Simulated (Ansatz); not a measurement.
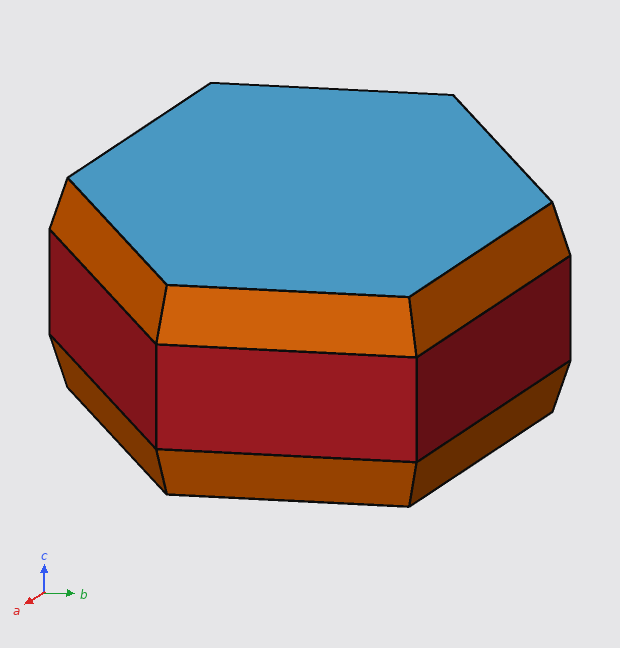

The shape was computed with the Donnay–Harker form of the Bravais–Friedel law: planes with larger spacing d grow more slowly and so show as larger faces; centring, glide planes and screw axes halve or divide d. Faces of one form share a colour. Cell of Ni: space group P6_3/mmc (No. 194), a = 2.457 Å, b = 2.457 Å, c = 8.075 Å, α = 90.00°, β = 90.00°, γ = 120.00°. Source: the end point of a relaxation with DFT r2SCAN, scalar-relativistic, plane waves, PAW (Ansatz); the starting structure was generated, so it need not be a known form of this composition. Forms under 0.4 % of the area are left out.

Question: Index the forms that can be seen.

Answer: blue: {002} (d = 4.04 Å, 45 % of the area); red: {100} (d = 2.13 Å, 27 % of the area); orange: {101} (d = 2.06 Å, 27 % of the area).
